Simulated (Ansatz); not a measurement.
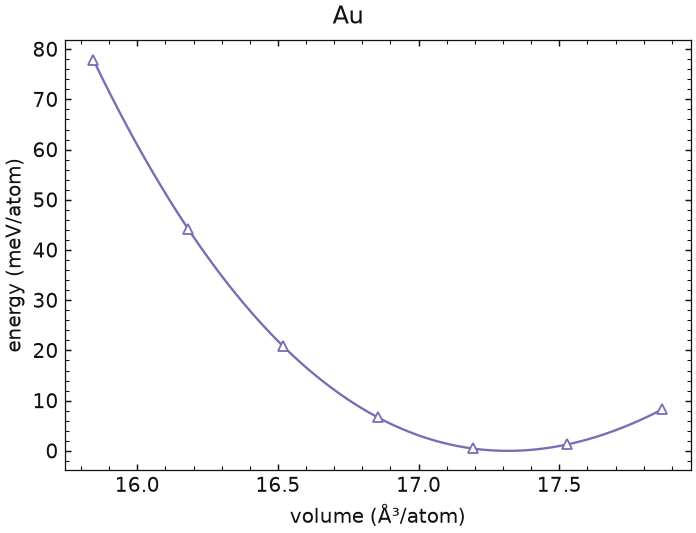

The plot gives the computed energy against volume for Au, space group Fm-3m (No. 225).

The given structure:
```yaml
crystal:
  lattice:
    - [0.00000, 2.03500, 2.03500]
    - [2.03500, 0.00000, 2.03500]
    - [2.03500, 2.03500, 0.00000]
  atoms:
    - { symbol: Au, position: [0.00000, 0.00000, 0.00000] }
```

Method: plane-wave DFT, no spin polarisation; energies at scaled volumes of the given cell, shape and fractions fixed, counted from the fit's minimum, third-order Birch-Murnaghan fit (Ansatz 0.2.0). Level: PBE with D4.

k mesh 11×11×11; occupations Fermi–Dirac; smearing width 0.05 eV; potentials Ansatz PAW; wave cutoff 420 eV; density cutoff 1680 eV.

From this curve and the settings, what does the calculation give for the pressure at the same points?

The pressure falls from 18.70 GPa at volume 15.84 Å³/atom to −4.66 GPa at 17.87 Å³/atom, and changes sign near 17.32 Å³/atom.

```json
{"volume (Å³/atom)": "15.84", "pressure (GPa)": "18.70"}
{"volume (Å³/atom)": "16.18", "pressure (GPa)": "13.45"}
{"volume (Å³/atom)": "16.52", "pressure (GPa)": "8.83"}
{"volume (Å³/atom)": "16.85", "pressure (GPa)": "4.77"}
{"volume (Å³/atom)": "17.19", "pressure (GPa)": "1.20"}
{"volume (Å³/atom)": "17.53", "pressure (GPa)": "-1.92"}
{"volume (Å³/atom)": "17.87", "pressure (GPa)": "-4.66"}
```

Keep in mind: spin-orbit coupling left out, heavy elements.
